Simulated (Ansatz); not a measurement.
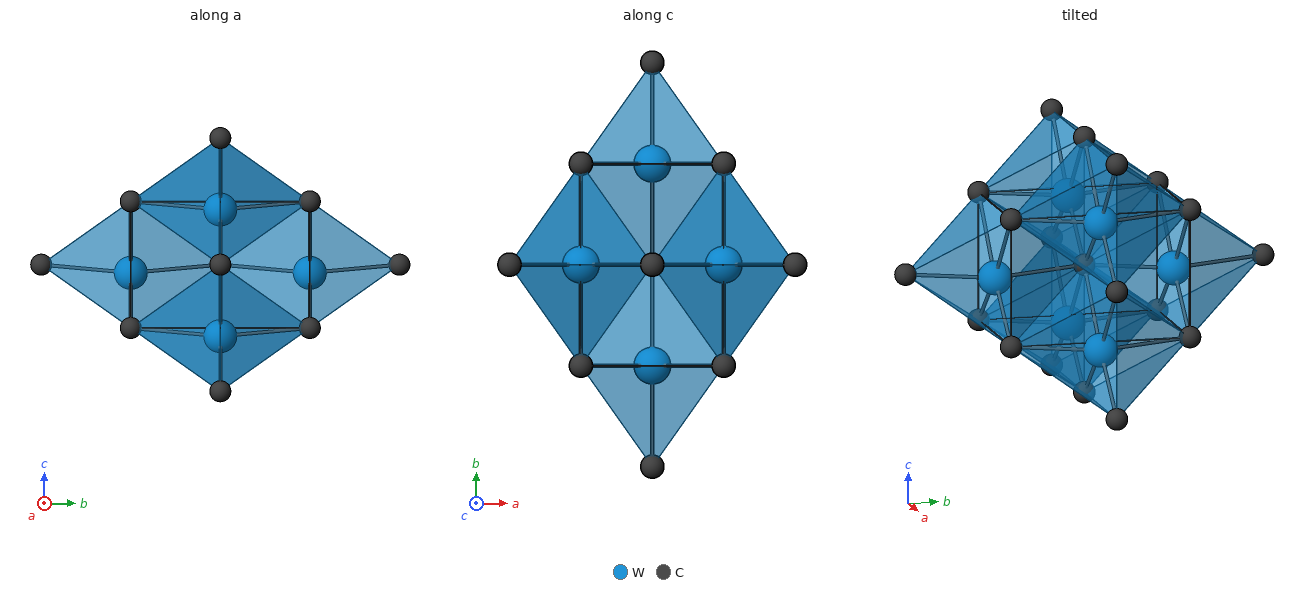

Polyhedral representation of a periodic structure, projected along the a axis, along the c axis and slightly off an axis. The frame is the conventional unit cell; atoms at its boundary are shown with their periodic copies. Some neighbours outside the box are added. Cell: a = 3.101 Å, b = 4.385 Å, c = 3.101 Å, α = 90.00°, β = 90.00°, γ = 90.00°.

- This is WC.
- Space group Imm2 (No. 44), lattice body-centred orthorhombic.
- The cell holds 4 atoms (2 W, 2 C), Z = 2.
- The polyhedra are WC6 octahedra; they share corners and edges.
- Each W has six C in a distorted octahedral arrangement at about 2.1 to 2.3 Å. Each C has six W in a distorted octahedral arrangement at about 2.1 to 2.3 Å. Not all metal-metal contacts are counted.
- The bonds build a three-dimensional framework.

The model was built from a structure listed in the Materials Project. The cell was then strained or its atoms displaced on purpose. Ansatz was used for an electronic-structure calculation on it.

At this level of theory the cell isn't at rest (forces up to 1.0 eV/Å), so its distances can differ from those at equilibrium, the more so the softer the solid.
